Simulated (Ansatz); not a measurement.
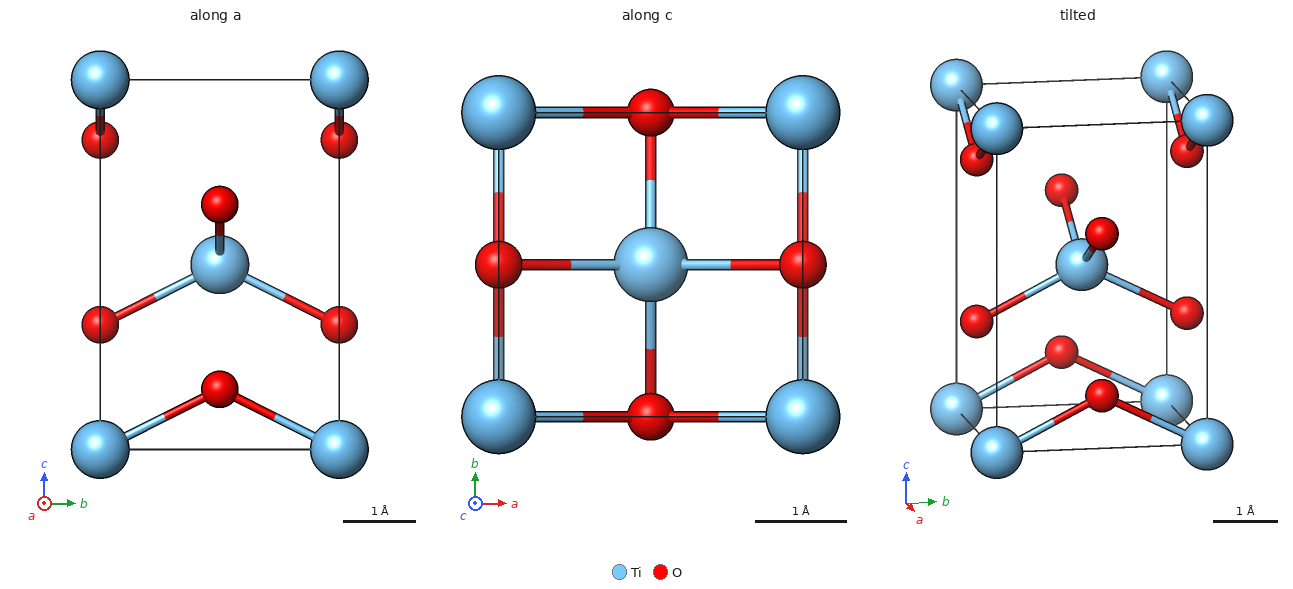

Ball-and-stick drawing of the structure, looking along the a axis, along the c axis and slightly off an axis. The conventional unit cell is outlined; an atom on or near a face, edge or corner is repeated at each equivalent position.

What does the picture show?

- It has the composition TiO2.
- The atoms follow space group P4_2/nmc (No. 137); the Bravais lattice is primitive tetragonal.
- In the cell are 2 Ti, 4 O, which makes 2 formula units.
- Within bonding distance, the neighbour counts come to Ti 4 and O 2. Not all metal-metal contacts are counted.

Origin of the cell: a structure listed in the Materials Project, with elements exchanged, so it need not be a known form of the compound. Earlier steps of the study, as a rule a relaxation of our own, may have changed the cell and positions, so they can lie some per cent off the listed ones. It was the input of a calculation with Ansatz.
